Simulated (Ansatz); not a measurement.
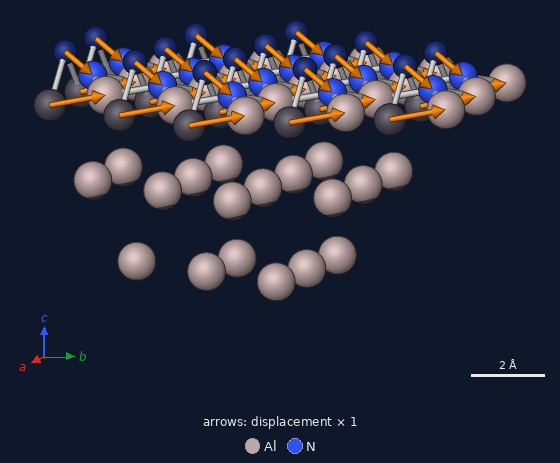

A constrained relaxation of a slab of composition Al9N (cut from the P6_3/mmc phase). The starting structure is drawn faded, the final one solid; orange arrows show the displacements, at their true length.

The picture is a ball-and-stick view of the atoms within 5.8 Å of the atom that moves most (axes of the 3 × 2 repeat of the cell, outlined in the plane, without the vacuum), seen slightly off an axis.

Case: N put at a bridge Al-Al site. The slab is the (0 0 1) face of Al with N on it. 4 atoms are held fixed.

Theory: DFT PBEsol, scalar-relativistic, plane waves, PAW in Ansatz. Settings: plane-wave cutoff 420 eV; k-point mesh 12 × 12 × 1; occupations gaussian; smearing width 0.1 eV; no spin polarisation; dipole correction; atoms relaxed in a fixed cell; force threshold 0.03 eV/Å; at most 70 steps.

**Which element moves most?**

Aluminium: up to 1.65 Å, against 1.01 Å for nitrogen.

**What happened in the run?**

The energy falls by 2.537 eV per cell of the calculation in 17 accepted moves (19 points after the start). The largest force component goes from 2.8 to 0.011 eV/Å. The line search rejected the trial step at point 5 of the run. 1 step only repeated the SCF at the same geometry. The largest move is that of an Al atom, 1.65 Å at 78° to the normal (+c side). Largest moves by element: Al 1.65 Å, N 1.01 Å. The lattice vectors keep their values. Some distances before and after: Al–N 2.779 → 1.672 Å, Al–N 1.924 → 1.672 Å. New bonds form: Al–N (2.78 → 1.67 Å). Among the angles between lasting bonds that change: Al–N–Al 95.0° → 116.1°, N–Al–N 95.0° → 116.1°. The run took 5.6 min on 1 thread of Intel(R) Xeon(R) 6975P-C (Granite Rapids), with other jobs on the host, peak memory 0.61 GiB.

Limits of the set-up: the periodic images lie only 2.8 Å apart, so the values are limited by the cell's size.
